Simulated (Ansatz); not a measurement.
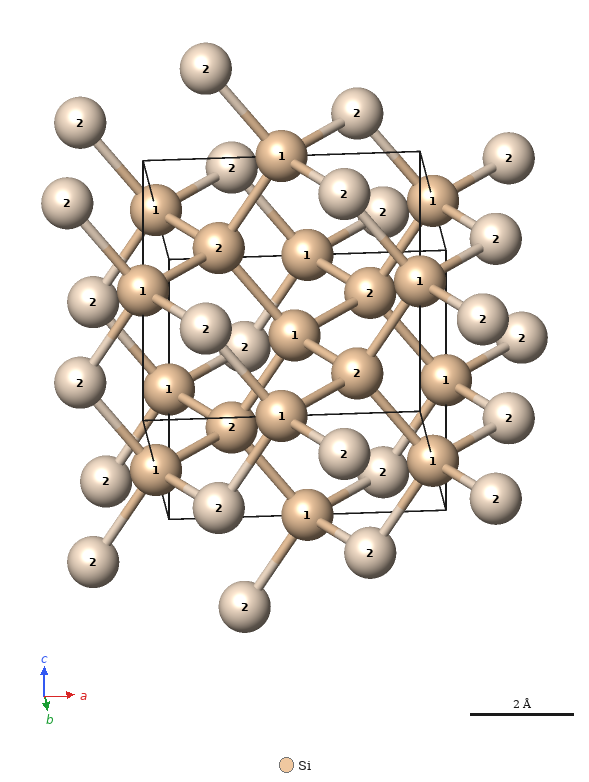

**Figure 1.** The input geometry (ball-and-stick view of the cell 4 times as large as that of the calculation, set on its symmetry axes, seen at an oblique angle; neighbours outside the cell are drawn fainter; atoms are numbered from 1 in the order of the input). An atom can appear more than once, as a periodic image. Near neighbours in the periodic cell (some may lie outside the picture): Si has 4 Si at 2.35 Å.

# Geometry relaxation of Si

The run: geometry relaxation of Si (Fd-3m, 2 atoms in the cell). Method and program: DFT PBEsol, scalar-relativistic, plane waves, PAW, no spin polarisation (Ansatz 0.2.0).

The structure derives from an entry of the Crystallography Open Database. Figures and captions count atoms from 1; the log counts them from 0 in places.

**What the program printed**
```
Engine: ansatz 0.2.0, x86_64-unknown-linux-gnu
Pseudopotentials: kind: paw
Pseudopotential: Si, paw, valence charge 4, recommended cutoff 420 eV (normal), Si.paw.azcp
Functional definition: PBEsol
  exchange = pbesol_x
  correlation = pbesol_c
Crystal: 2 atoms, lattice volume = 40.047 Å³
Basis set: ecut = 420 eV, 749 PW (Γ), exchange–correlation on 54×54×54 points (8 copies of the dense FFT grid, shifted against one another)
Bands: 8, of which v1, the nominal top of the filled ones, is band 4 counted from 1 (3 counted from 0)
Symmetry: 48 space group operations
Space group: Fd-3m (ITA 227), of the structure as read, at distance tolerance 3.4e-5 Å
k-points: 72 of 1728
Non-local potential: Si, projectors of the file, l = 0: 2, l = 1: 2, l = 2: 2
PAW form: soft (Blöchl's): semilocal exchange-correlation on the pseudo side does not see the compensation charge
PAW frozen core: Si, regenerated for the run's functional, and the local potential with it (the file was generated under x = pbe(κ = 0.804, μ = 0.2195149727645171), c = pbe(β = 0.06672455060314922))
PAW one-centre angular grid: Si, 110 points (default); XC on 64 Gauss nodes
Initial density: superposition of atomic densities (neutral atoms: chi_scale 0, normalization atom), corrected by the library's trained network
Initial wavefunctions: pseudopotential atomic-orbital guess
Functional: x = pbesol(κ = 0.804, μ = 0.12345679012345678), c = pbesol(β = 0.046)
SCF iter   1: F=—  HF=-1242.985390 eV  |F-HF|=—  |Δ(HF+E_count)|=         —  Δρ=2.90e-3  dr2=3.78e-3  ethr=1.77e-3  ⟨swp⟩=6.2  Hψ=5242  notcnv=0
preconditioner: auto → none  [insulator: Δε(μ)=0.440 eV  Ē_g=9.419 eV  σ=0.020 eV  W_gap=1.00  n_scr=8 (ndim 8)  ℏωp=16.6 eV  f_vac=0.000  D(μ)=0.00/eV (n_scr^D=0)  ε∞_Penn≈4.1]
SCF iter   2: F=—  HF=-1242.984964 eV  |F-HF|=—  |Δ(HF+E_count)|=   4.25e-4  Δρ=1.10e-3  dr2=4.56e-4  ethr=4.72e-5  ⟨swp⟩=2.5  Hψ=1474  notcnv=0
SCF iter   3: F=—  HF=-1242.984944 eV  |F-HF|=—  |Δ(HF+E_count)|=   2.07e-5  Δρ=1.78e-4  dr2=7.71e-6  ethr=5.71e-6  ⟨swp⟩=2.0  Hψ=863  notcnv=0
SCF iter   4: F=—  HF=-1242.984941 eV  |F-HF|=—  |Δ(HF+E_count)|=   2.58e-6  Δρ=1.62e-5  dr2=7.79e-8  ethr=9.64e-8  ⟨swp⟩=2.0  Hψ=801  notcnv=0
iter 5 did not close the SCF: its close was put off for the readings that it lacked (scf_convergence_deferred on its scf_iter line)
SCF iter   5: F=-1242.984941 eV  HF=-1242.984941 eV  |F-HF|=6.66e-10  |Δ(HF+E_count)|=   1.03e-8  Δρ=4.47e-6  dr2=4.40e-9  ethr=9.74e-10  ⟨swp⟩=1.9  Hψ=783  notcnv=0
SCF iter   6: F=-1242.984941 eV  HF=-1242.984941 eV  |F-HF|=2.61e-11  |Δ(HF+E_count)|=   1.05e-9  Δρ=5.13e-7  dr2=7.27e-11  ethr=5.50e-11  ⟨swp⟩=5.0  Hψ=2701  notcnv=0
SCF 1 converged in 6 iterations: F = -1242.984941 eV  dr2 = 7.27e-11
  greatest PAW one-centre occupation: 0.637 electrons in one spin orbital (limit 2), on the Si atom at site 1 (counted from 0), in its partial waves of l = 0
relax step   1: F+E_penalty+E_count = -1242.98494117 eV  Δ(F+E_penalty+E_count) = +0.000e0 eV  max|allowed force component| = 9.252e-18 eV/Å  Δτ_max = 0.0000 Å  P = +0.141 GPa  Ω = 40.047 Å³  (6 SCF iters, dr2 threshold 1.00e-7 eV, accepted)
Crystal: 2 atoms, lattice volume = 40.092 Å³
Initial density: handed on by an earlier stage of this run
Initial wavefunctions: those handed on with the density
iter 1 solved again at ethr=3.13e-8 eV; its pass at ethr=3.10e-3 eV (dr2=2.50e-6 eV) is discarded
SCF iter   1: F=—  HF=-1242.984965 eV  |F-HF|=—  |Δ(HF+E_count)|=         —  Δρ=6.76e-5  dr2=2.59e-6  ethr=3.13e-8  ⟨swp⟩=2.0  Hψ=5231  notcnv=0
preconditioner: auto → none  [insulator: Δε(μ)=0.463 eV  Ē_g=9.421 eV  σ=0.020 eV  W_gap=1.00  n_scr=8 (ndim 8)  ℏωp=16.6 eV  f_vac=0.000  D(μ)=0.00/eV (n_scr^D=0)  ε∞_Penn≈4.1]
SCF iter   2: F=—  HF=-1242.984958 eV  |F-HF|=—  |Δ(HF+E_count)|=   7.13e-6  Δρ=2.55e-5  dr2=3.26e-7  ethr=3.13e-8  ⟨swp⟩=1.6  Hψ=717  notcnv=0
SCF iter   3: F=-1242.984958 eV  HF=-1242.984958 eV  |F-HF|=3.37e-10  |Δ(HF+E_count)|=   9.42e-8  Δρ=2.90e-6  dr2=2.41e-9  ethr=6.25e-10  ⟨swp⟩=8.4  Hψ=3176  notcnv=0
SCF 2 converged in 3 iterations: F = -1242.984958 eV  dr2 = 2.41e-9
relax step   2: F+E_penalty+E_count = -1242.98495790 eV  Δ(F+E_penalty+E_count) = -1.673e-5 eV  max|allowed force component| = 3.354e-17 eV/Å  Δτ_max = 0.0000 Å  P = +0.033 GPa  Ω = 40.092 Å³  energy of the carried Pulay correction = -8.230e-6 eV  (3 SCF iters, dr2 threshold 5.00e-8 eV, accepted)
Initial wavefunctions: pseudopotential atomic-orbital guess (no wavefunctions were taken with the density)
iter 1 solved again at ethr=8.84e-8 eV; its pass at ethr=3.10e-3 eV (dr2=7.07e-6 eV) is discarded
SCF iter   1: F=—  HF=-1242.984974 eV  |F-HF|=—  |Δ(HF+E_count)|=         —  Δρ=3.10e-6  dr2=2.52e-9  ethr=8.84e-8  ⟨swp⟩=3.0  Hψ=6985  notcnv=0
preconditioner: auto → none  [insulator: Δε(μ)=0.464 eV  Ē_g=9.421 eV  σ=0.020 eV  W_gap=1.00  n_scr=8 (ndim 8)  ℏωp=16.6 eV  f_vac=0.000  D(μ)=0.00/eV (n_scr^D=0)  ε∞_Penn≈4.1]
SCF iter   2: F=—  HF=-1242.984968 eV  |F-HF|=—  |Δ(HF+E_count)|=   6.23e-6  Δρ=1.54e-6  dr2=6.00e-10  ethr=3.16e-11  ⟨swp⟩=2.0  Hψ=864  notcnv=0
SCF iter   3: F=-1242.984968 eV  HF=-1242.984968 eV  |F-HF|=3.18e-12  |Δ(HF+E_count)|=  3.73e-10  Δρ=1.34e-7  dr2=4.22e-12  ethr=1.00e-12  ⟨swp⟩=4.5  Hψ=2801  notcnv=0
SCF 3 converged in 3 iterations: F = -1242.984968 eV  dr2 = 4.22e-12
relax step   3: F+E_penalty+E_count = -1242.98496803 eV  Δ(F+E_penalty+E_count) = -1.013e-5 eV  max|allowed force component| = 2.429e-17 eV/Å  Δτ_max = 0.0000 Å  P = +0.034 GPa  Ω = 40.092 Å³  stress off target by 3.39e-2 GPa  SCF on the basis re-selected at this cell (its energy is not comparable with the rows above)  (3 SCF iters)
```

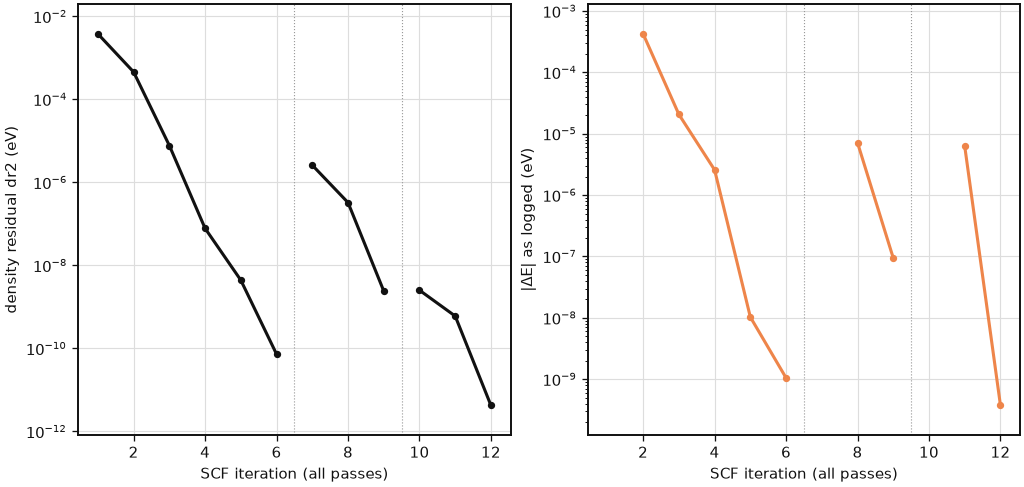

**Figure 2.** Convergence of the self-consistent field: density residual dr2 and size of the energy change against the SCF iteration. The dotted lines part the SCF passes of the relaxation: geometry steps, rejected trials and re-solves on a re-selected basis. The passes take 6, 3 and 3 iterations.

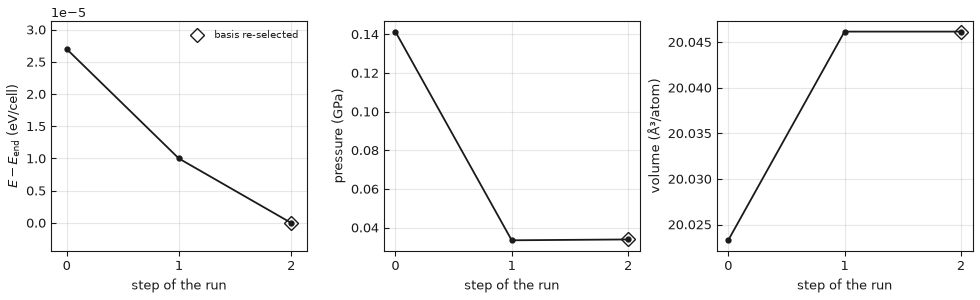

**Figure 3.** Progress of the relaxation, step by step (the first geometry is step 0 here and step 1 in the log). Over 1 geometry step the energy falls by next to nothing (0.0 meV per cell of the calculation). All forces vanish by symmetry, so only the cell relaxes. Pressure: 0.14 GPa at the start and 0.03 GPa at the end. No atom moves by more than 0.005 Å relative to the cell. A last SCF at the same geometry on a re-selected plane-wave basis shifts the energy by next to nothing (0.0 meV per cell of the calculation).

```
basis re-selected at this cell: Δ(F+E_penalty+E_count) = -1.013e-5 eV, ΔP = +0.000 GPa vs the last step (what re-selecting the basis moved, of the pressure what is left beyond the Pulay correction that the steps carried, after the strain that the cell walked since its last selection, with what the two solves' SCF thresholds leave and, on support functions, any second-order correction that the steps lacked; it is no measure of the basis error at this ecutwfc). This SCF's stress stands 3.39e-2 GPa from its target on what of the cell is left free (relax.cell.stress_tol is 5.00e-2 GPa) and its largest allowed force component is 2.43e-17 eV/Å (relax.f_tol is 5.00e-3 eV/Å): within both
SCF converged after 3 iterations
Free energy (F): -1242.984968 eV
Harris-Foulkes:  -1242.984968 eV  (|F-HF|=3.18e-12)
Internal energy: -1242.984968 eV  (E = F + TS)
E sigma→0 (E₀):  -1242.984968 eV
Fermi energy:    6.399772 eV
--- Per-component energies (eV) ---
  E_band       = 8.691953
  E_kinetic    = 80.533162
  E_local      = -54.679791  (includes V_loc(G=0)·N_el)
  E_nonlocal   = 52.112522
  E_hartree    = 14.644893
  E_xc         = -109.333646
  E_vxc        = -93.628912  (∫ρ·V_xc dr)
  E_paw        = -997.890512  (= ΣΔE_a)
  E_vpaw       = -4.934819  (= ΣTr[D̂ρ^β])
  E_aug_tail   = 0.000012  (compensation charges beyond the density's cutoff)
  E_ewald      = -228.434728
  E_core_change = 0.063121  (= ΣΔE_core)
  E_smearing   = -0.000000  (= −TS)
  E_closure    = 0.000000  (closes the sum)
  Σ components = -1242.984968   (vs F -1242.984968, Δ=0.00e0)
--- Forces (eV/Å), atoms counted from 1 ---
  atom   1  Si    -0.00000000    -0.00000000    -0.00000000
  atom   2  Si    -0.00000000     0.00000000     0.00000000
  max |Σ_I F_I| component: 8.33e-17 eV/Å
--- Stress (GPa, compression-positive) ---
        0.033876       0.000000       0.000000
        0.000000       0.033876       0.000000
        0.000000       0.000000       0.033876
  P = ⅓ Tr σ = 0.0339 GPa (0.339 kbar)
--- Band table (eV; the first three rows and the last of 72) ---
  k-point 0: bands = ["-5.8110", "6.1682", "6.1682", "6.1682", "8.6878", "8.6878", "8.6878", "9.4643"]
  k-point 1: bands = ["-5.7198", "5.3002", "6.0228", "6.0228", "8.7226", "8.9008", "8.9008", "10.1340"]
  k-point 2: bands = ["-5.4489", "3.7706", "5.7141", "5.7141", "8.4526", "9.3375", "9.3375", "11.5525"]
  k-point 71: bands = ["-1.4876", "-1.4876", "2.2700", "2.2700", "10.3439", "10.3439", "11.1083", "11.1083"]
--- Relaxed structure (2 steps of the walk, 2 accepted, 1 SCFs on fresh bases) ---
  F+E_penalty+E_count = -1242.98496803 eV   max|allowed force component| = 2.429e-17 eV/Å   (the final SCF, on the basis selected at the relaxed cell)
  cell:  # Å, volume = 40.0923 Å³
    - [2.5476860164477946e-34, 2.7165040208825477, 2.7165040208825477]
    - [2.7165040208825477, 1.528611609868677e-34, 2.7165040208825477]
    - [2.7165040208825477, 2.7165040208825477, 0.0]
  atoms:
    - { symbol: Si, position: [0.49999999999999994, 0.49999999999999994, 0.49999999999999994] }
    - { symbol: Si, position: [0.7499999999999999, 0.7499999999999999, 0.7499999999999999] }
```

**Trajectory as extended XYZ (Å, eV, eV/Å), 3 frames, from step=1 to step=3**
```
2
Lattice="0.0000 2.7155 2.7155 2.7155 0.0000 2.7155 2.7155 2.7155 0.0000" Properties=species:S:1:pos:R:3:forces:R:3 step=1 energy=-1242.98494 pressure_GPa=0.14
Si    2.7155    2.7155    2.7155    0.0000   0.0000   0.0000
Si    4.0732    4.0732    4.0732    0.0000   0.0000   0.0000
2
Lattice="0.0000 2.7165 2.7165 2.7165 0.0000 2.7165 2.7165 2.7165 0.0000" Properties=species:S:1:pos:R:3:forces:R:3 step=2 energy=-1242.98496 pressure_GPa=0.03
Si    2.7165    2.7165    2.7165    0.0000   0.0000   0.0000
Si    4.0748    4.0748    4.0748    0.0000   0.0000   0.0000
2
Lattice="0.0000 2.7165 2.7165 2.7165 0.0000 2.7165 2.7165 2.7165 0.0000" Properties=species:S:1:pos:R:3:forces:R:3 step=3 energy=-1242.98497 pressure_GPa=0.03
Si    2.7165    2.7165    2.7165    0.0000   0.0000   0.0000
Si    4.0748    4.0748    4.0748    0.0000   0.0000   0.0000
```

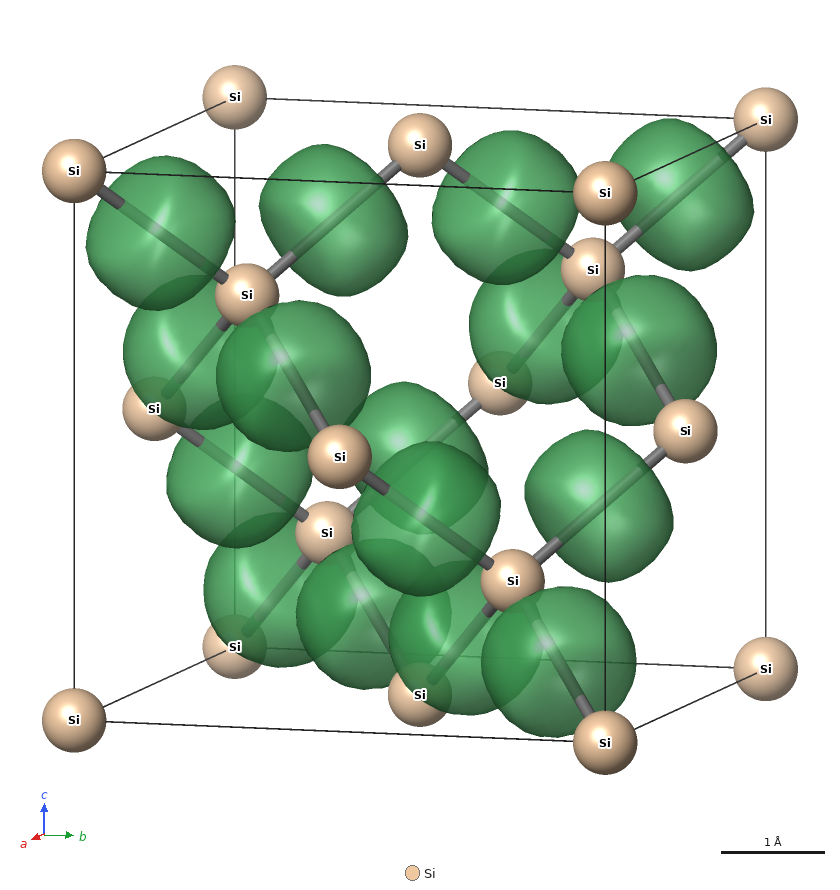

**Figure 4.** Isosurface of the electron localisation function at 0.75 (green), seen slightly off an axis. Core shells and regions of very low density are left out. Sticks mark near contacts. The outline is the cell set on symmetry axes. Along the contacts the grid gives the following. In a PAW calculation such maps are meaningful between the atoms, not at the nuclei.

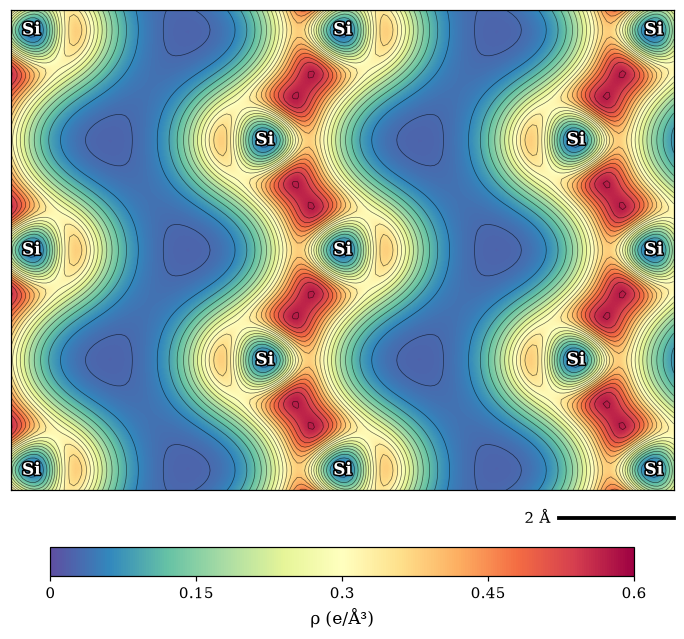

**Figure 5.** Valence electron density on the (110) plane of the conventional cell. The section cuts through Si sites. Si–Si (2.35 Å): ρ at the midpoint is about 0.56 e/Å³, a local maximum along the line. Away from the nuclei the density in this plane falls to 0.02 e/Å³ at its lowest.

The run was set up as follows.

**The input**
```yaml
crystal:
  lattice:
    - [0.0, 2.71547, 2.71547]
    - [2.71547, 0.0, 2.71547]
    - [2.71547, 2.71547, 0.0]
  atoms:
    - { symbol: Si, position: [0.5, 0.5, 0.5] }
    - { symbol: Si, position: [0.75, 0.75, 0.75] }
basis:
  ecutwfc: 420
kpoints:
  mp_grid: { grid: [12, 12, 12] }
hamiltonian:
  xc: pbesol
scf:
  occupations: { method: gaussian, width: 0.02 }
output:
  forces: true
  stress: true
  eigenvalues: true
  write_density: true
  write_potential: true
  elf: true
  volumetric_format: npy
relax:
  adjacent_minimum: "off"
  f_tol: 0.005
  max_steps: 80
  cell: { stress_tol: 0.05 }
```

Command:
```bash
ansatz run input.yaml --threads 2 --pin off --max-ram 5120MiB --backend cpu --events-out ev --progress --plain --runs-dir out
```

**Summary**

```tsv
quantity	value
outcome	converged
space group (tolerance 0.01 Å)	Fd-3m (227)
electrons treated	8
free energy	−1242.9850 eV
Fermi energy	6.400 eV
gap on the k-point mesh	0.46 eV
pressure	0.03 GPa
final volume	40.09 Å³
largest force (length of the vector) at the end	under 0.001 eV/Å
final cell	a = 3.842 Å, b = 3.842 Å, c = 3.842 Å, α = 60.00°, β = 60.00°, γ = 60.00°
hardware	2 threads of Intel Xeon (Granite Rapids), 192 GiB of memory available, shared host
wall time	1.5 s (CPU time 2.8 s)
peak memory	0.37 GiB
```
